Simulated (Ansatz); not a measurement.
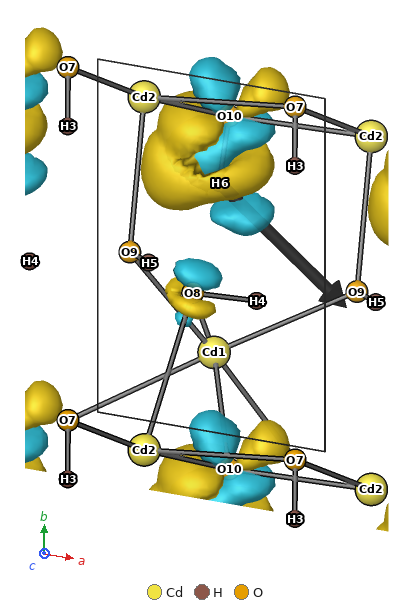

Figure 1: CdH$_{2}$O$_{2}$. H6 was moved by 0.15 Å roughly along [2 −1 0] in the axes of the cell drawn (arrow, not to scale). Change of the density less the rigid motion of the neutral atom's own density: yellow surfaces at +0.01 and cyan ones at −0.01 e/Å³, in the cell of the calculation (origin moved) seen along the c axis.

Space group P1; the calculation finds a residual pressure of about −2 GPa at this fixed cell. The cell comes from a database of computed structures, not from a measurement.

These are results of Ansatz 0.2.0, DFT r2SCAN, scalar-relativistic, plane waves, PAW, not measurements.

In a PAW calculation such maps are meaningful between the atoms, not at the nuclei.

Describe the electronic response.

About 0.09 e is rearranged in the cell. Outside the cores the largest gain lies at the edge of the masked core of H, and the largest loss lies at the edge of the masked cores of H and O.

How much does the computed force on the atom change?

The force on it changes by 1.70 eV/Å along the move, against it: a stiffness of about 11 eV/Å² for this sublattice shift.

Run times: 93 s (moved atom) and 100 s (base cell), on 2 threads of Intel(R) Xeon(R) Platinum 8488C (Sapphire Rapids), with other jobs on the host.
